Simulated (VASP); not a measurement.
## WC: geometry relaxation (part 2 of 3)

Continued. System: WC (P-6m2, 2 atoms in the cell). Method: Kohn-Sham DFT of a periodic cell, PBE, VASP PAW PBE potentials, recommended, no spin polarisation (VASP 6.6.1); cutoff 520 eV, 3×3×4 k-mesh, Gaussian smearing of 0.1 eV. The structure derives from an entry of the Crystallography Open Database.

Geometry of the input (Å; fractional positions):
```
2.9065  0.0000  0.0000
-1.4532  2.5171  0.0000
0.0000  0.0000  2.8366
W  0.0000  0.0000  0.0000
C  0.6667  0.3333  0.5000
```

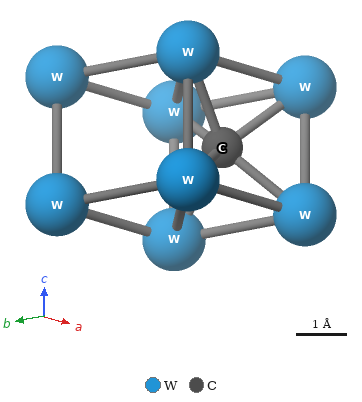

The starting structure (ball-and-stick view of the cell of the calculation, seen at an oblique angle). An atom can appear more than once, as a periodic image.

## Parts of OUTCAR, continued
```
Automatic generation of k-mesh.
 Grid dimensions read from file:
 generate k-points for:    3    3    4

 Generating k-lattice:

  Cartesian coordinates                     Fractional coordinates (reciprocal lattice)
     0.114685475  0.066213690  0.000000000     0.333333333  0.000000000  0.000000000
     0.000000000  0.132427380  0.000000000     0.000000000  0.333333333  0.000000000
     0.000000000  0.000000000  0.088133681     0.000000000  0.000000000  0.250000000

  Length of vectors
     0.132427380  0.132427380  0.088133681

  Shift w.r.t. Gamma in fractional coordinates (k-lattice)
     0.000000000  0.000000000  0.000000000

 Subroutine IBZKPT returns following result:
 ===========================================

 Found      9 irreducible k-points:

 Following reciprocal coordinates:
            Coordinates               Weight
  0.000000  0.000000  0.000000      1.000000
  0.333333  0.000000  0.000000      6.000000
  0.333333  0.333333  0.000000      2.000000
  0.000000  0.000000  0.250000      2.000000
  0.333333  0.000000  0.250000     12.000000
  0.333333  0.333333  0.250000      4.000000
  0.000000  0.000000  0.500000      1.000000
  0.333333  0.000000  0.500000      6.000000
  0.333333  0.333333  0.500000      2.000000
   k-points           NKPTS =      9   k-points in BZ     NKDIM =      9   number of bands    NBANDS=     13
   number of dos      NEDOS =    301   number of ions     NIONS =      2
   total plane-waves  NPLWV =  13824
   dimension x,y,z NGX =    24 NGY =   24 NGZ =   24
   dimension x,y,z NGXF=    48 NGYF=   48 NGZF=   48
   ions per type =               1   1
   NGX,Y,Z   is equivalent  to a cutoff of  13.73, 13.73, 14.07 a.u.
   NGXF,Y,Z  is equivalent  to a cutoff of  27.46, 27.46, 28.13 a.u.
 SYSTEM =  WC
   PREC   = accura    normal or accurate (medium, high low for compatibility)
   ISTART =      0    job   : 0-new  1-cont  2-samecut
   ICHARG =      2    charge: 1-file 2-atom 10-const
   ISPIN  =      1    spin polarized calculation?
   LNONCOLLINEAR =      F non collinear calculations
   LSORBIT =      F    spin-orbit coupling
   LASPH  =      T    aspherical Exc in radial PAW
   ENCUT  =  520.0 eV  38.22 Ry    6.18 a.u.   5.40  5.40  5.27*2*pi/ulx,y,z
   NELM   =     80;   NELMIN=  2; NELMDL= -5     # of ELM steps
   EDIFF  = 0.1E-06   stopping-criterion for ELM
   LREAL  =      F    real-space projection
   EDIFFG = -.2E-02   stopping-criterion for IOM
   NSW    =     80    number of steps for IOM
   IBRION =      2    ionic relax: 0-MD 1-quasi-New 2-CG
   NFREE  =      1    steps in history (QN), initial steepest desc. (CG)
   ISIF   =      3    stress and relaxation
   ISYM   =      2    0-nonsym 1-usesym 2-fastsym
   POTIM  = 0.5000    time-step for ionic-motion
   TEBEG  =    0.0;   TEEND  =   0.0 temperature during run
   PSTRESS=    0.0 pullay stress
   NELECT =      18.0000    total number of electrons
   NUPDOWN=      -1.0000    fix difference up-down
   EMIN   =  10.00;   EMAX   =-10.00  energy-range for DOS
   EFERMI =   0.00;   METHOD = LEGACY
   ISMEAR =     0;   SIGMA  =   0.10  broadening in eV -4-tet -1-fermi 0-gaus
   EFERMI_NEDOS =   21; number of points for ismear=-14 and -15
   IALGO  =     68    algorithm
   IMIX   =      4    mixing-type and parameters
     AMIX     =   0.40;   BMIX     =  1.00
     AMIX_MAG =   1.60;   BMIX_MAG =  1.00
  volume/ion in A,a.u.               =      10.38        70.02
  Fermi-wavevector in a.u.,A,eV,Ry     =   1.561262  2.950358 33.164744  2.437540
  Thomas-Fermi vector in A             =   2.664353
   LORBIT       =      0    0 simple, 1 ext, 2 COOP (PROOUT), +10 PAW based schemes
   GGA     = PE    functional components
   LHFCALC =     F    Hartree Fock is set to
   AEXX    =    0.0000 exact exchange contribution
   IVDW    =     0    specifies the selected vdW correction
   LEPSILON=     F    determine dielectric tensor
   LRPA    =     F    only Hartree local field effects (RPA)
 conjugate gradient relaxation of ions
 non-spin polarized calculation
 RMM-DIIS sequential band-by-band and
 Gauss-broadening in eV      SIGMA  =   0.10
  energy-cutoff  :      520.00
  volume of cell :       20.75
 maximum number of plane-waves:       575
 NGX is ok and might be reduce to    24
   NGX = 11   NGY = 11   NGZ = 11

--------------------------------------- Ionic step        1  -------------------------------------------

 number of electron      18.0000000 magnetization

 Free energy of the ion-electron system (eV)
  ---------------------------------------------------
  ext. energy  EPLUGINS =         0.00000000
  ---------------------------------------------------
  free energy    TOTEN  =       -22.18721542 eV

  energy without entropy =      -22.17787409  energy(sigma->0) =      -22.18254476

------------------------ aborting loop because EDIFF is reached ----------------------------------------

  FORCE on cell =-STRESS in cart. coord.  units (eV):
  Direction    XX          YY          ZZ          XY          YZ          ZX
  --------------------------------------------------------------------------------------
  -------------------------------------------------------------------------------------
  Total        1.5278158      1.5278158      1.0955819      0.0000000      0.0000000      0.0000000
  in kB      117.9538668    117.9538671     84.5835770      0.0000000      0.0000000      0.0000000
  external PRESSURE =     106.8304370 kB  Pullay stress =       0.0000000 kB

 VOLUME and BASIS-vectors are now :
 -----------------------------------------------------------------------------
  energy-cutoff  :      520.00
  volume of cell :       20.75
      direct lattice vectors                 reciprocal lattice vectors
     2.906500000  0.000000000  0.000000000     0.344056425  0.198641069  0.000000000
    -1.453250000  2.517102840  0.000000000     0.000000000  0.397282139  0.000000000
     0.000000000  0.000000000  2.836600000     0.000000000  0.000000000  0.352534725

 POSITION                                       TOTAL-FORCE (eV/Angst)
 -----------------------------------------------------------------------------------
      0.00000      0.00000      0.00000        -0.000000      0.000000      0.000000
      1.45325      0.83903      1.41830         0.000000     -0.000000      0.000000
 -----------------------------------------------------------------------------------
    total drift:                               -0.000003      0.000002     -0.000000

  FREE ENERGIE OF THE ION-ELECTRON SYSTEM (eV)
  ---------------------------------------------------
  free  energy   TOTEN  =       -22.1872154205 eV

  energy  without entropy=      -22.1778740947  energy(sigma->0) =      -22.18254476

--------------------------------------- Ionic step        2  -------------------------------------------

 number of electron      17.9999999 magnetization

------------------------ aborting loop because EDIFF is reached ----------------------------------------

  FORCE on cell =-STRESS in cart. coord.  units (eV):
  Direction    XX          YY          ZZ          XY          YZ          ZX
  --------------------------------------------------------------------------------------
  -------------------------------------------------------------------------------------
  Total       -3.0779050     -3.0779051     -3.9064732      0.0000000      0.0000000      0.0000000
  in kB     -215.3446386   -215.3446393   -273.3151466      0.0000000      0.0000000      0.0000000
  external PRESSURE =    -234.6681415 kB  Pullay stress =       0.0000000 kB

 VOLUME and BASIS-vectors are now :
 -----------------------------------------------------------------------------
  energy-cutoff  :      520.00
  volume of cell :       22.90
      direct lattice vectors                 reciprocal lattice vectors
     3.013613081  0.000000000  0.000000000     0.331827601  0.191580755 -0.000000000
    -1.506806540  2.609865489  0.000000000     0.000000000  0.383161509 -0.000000000
     0.000000000  0.000000000  2.911562515     0.000000000 -0.000000000  0.343458193

 POSITION                                       TOTAL-FORCE (eV/Angst)
 -----------------------------------------------------------------------------------
      3.01361      0.00000      0.00000         0.000000      0.000000      0.000000
      1.50681      0.86996      1.45578        -0.000000     -0.000000     -0.000000
 -----------------------------------------------------------------------------------
    total drift:                               -0.000003      0.000002     -0.000000

  FREE ENERGIE OF THE ION-ELECTRON SYSTEM (eV)
  ---------------------------------------------------
  free  energy   TOTEN  =       -22.0857745059 eV

  energy  without entropy=      -22.0785822877  energy(sigma->0) =      -22.08217840

--------------------------------------- Ionic step        3  -------------------------------------------

 number of electron      18.0000000 magnetization

------------------------ aborting loop because EDIFF is reached ----------------------------------------

  FORCE on cell =-STRESS in cart. coord.  units (eV):
  Direction    XX          YY          ZZ          XY          YZ          ZX
  --------------------------------------------------------------------------------------
  -------------------------------------------------------------------------------------
  Total        0.1266360      0.1266360     -0.4900907      0.0000000     -0.0000000      0.0000000
  in kB        9.5062172      9.5062173    -36.7897682      0.0000000     -0.0000000      0.0000000
  external PRESSURE =      -5.9257779 kB  Pullay stress =       0.0000000 kB

 VOLUME and BASIS-vectors are now :
 -----------------------------------------------------------------------------
  energy-cutoff  :      520.00
  volume of cell :       21.34
      direct lattice vectors                 reciprocal lattice vectors
     2.936670735  0.000000000  0.000000000     0.340521662  0.196600273 -0.000000000
    -1.468335368  2.543231463  0.000000000     0.000000000  0.393200546 -0.000000000
     0.000000000  0.000000000  2.857714827     0.000000000 -0.000000000  0.349929948

 POSITION                                       TOTAL-FORCE (eV/Angst)
 -----------------------------------------------------------------------------------
     -0.00000      0.00000      0.00000         0.000000     -0.000000      0.000000
      1.46834      0.84774      1.42886        -0.000000      0.000000      0.000000
 -----------------------------------------------------------------------------------
    total drift:                               -0.000003      0.000002     -0.000000

  FREE ENERGIE OF THE ION-ELECTRON SYSTEM (eV)
  ---------------------------------------------------
  free  energy   TOTEN  =       -22.2063052520 eV

  energy  without entropy=      -22.1970315479  energy(sigma->0) =      -22.20166840

--------------------------------------- Ionic step        4  -------------------------------------------

 number of electron      18.0000000 magnetization

------------------------ aborting loop because EDIFF is reached ----------------------------------------

  FORCE on cell =-STRESS in cart. coord.  units (eV):
  Direction    XX          YY          ZZ          XY          YZ          ZX
  --------------------------------------------------------------------------------------
  -------------------------------------------------------------------------------------
  Total        0.1599231      0.1599231     -0.4537236      0.0000000      0.0000000      0.0000000
  in kB       12.0133464     12.0133465    -34.0835109      0.0000000      0.0000000      0.0000000
  external PRESSURE =      -3.3522727 kB  Pullay stress =       0.0000000 kB

 VOLUME and BASIS-vectors are now :
 -----------------------------------------------------------------------------
  energy-cutoff  :      520.00
  volume of cell :       21.33
      direct lattice vectors                 reciprocal lattice vectors
     2.935918905  0.000000000  0.000000000     0.340608863  0.196650618 -0.000000000
    -1.467959453  2.542580360  0.000000000     0.000000000  0.393301237 -0.000000000
     0.000000000  0.000000000  2.857188663     0.000000000 -0.000000000  0.349994389

 POSITION                                       TOTAL-FORCE (eV/Angst)
 -----------------------------------------------------------------------------------
     -0.00000      0.00000      0.00000        -0.000000     -0.000000      0.000000
      1.46796      0.84753      1.42859         0.000000      0.000000      0.000000
 -----------------------------------------------------------------------------------
    total drift:                               -0.000003      0.000002     -0.000000

  FREE ENERGIE OF THE ION-ELECTRON SYSTEM (eV)
  ---------------------------------------------------
  free  energy   TOTEN  =       -22.2063195470 eV

  energy  without entropy=      -22.1970358432  energy(sigma->0) =      -22.20167770
```
